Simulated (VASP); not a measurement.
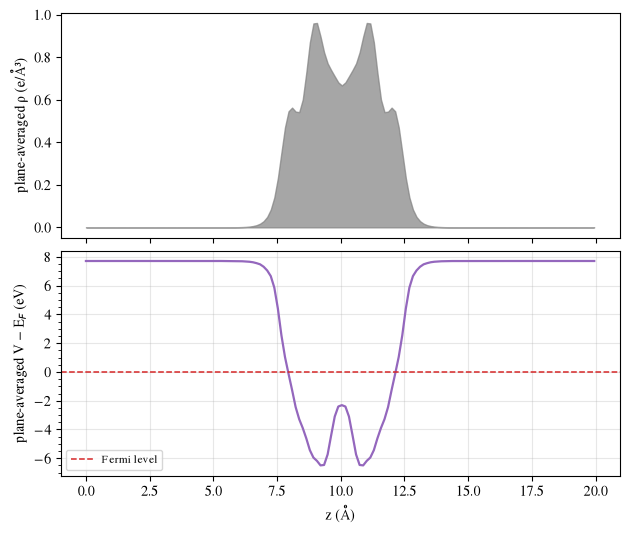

*TiO2 (slab). Plane average of the electrostatic potential energy of an electron and of the valence electron density across the slab.*

All numbers below come from Kohn-Sham DFT of a periodic cell, PBEsol, VASP PAW PBE potentials, recommended in VASP.

In a PAW calculation such maps are meaningful between the atoms, not at the nuclei.

**How far above the Fermi level of the calculation is the vacuum level?**

7.7 eV. The slab has a gap, so the Fermi level lies inside it and this isn't a work function in the metallic sense.

**What are the slab's thickness and the vacuum gap?**

The outermost nuclei are 4.1 Å apart, in 6 atomic planes; the vacuum between periodic images is 16.0 Å wide.
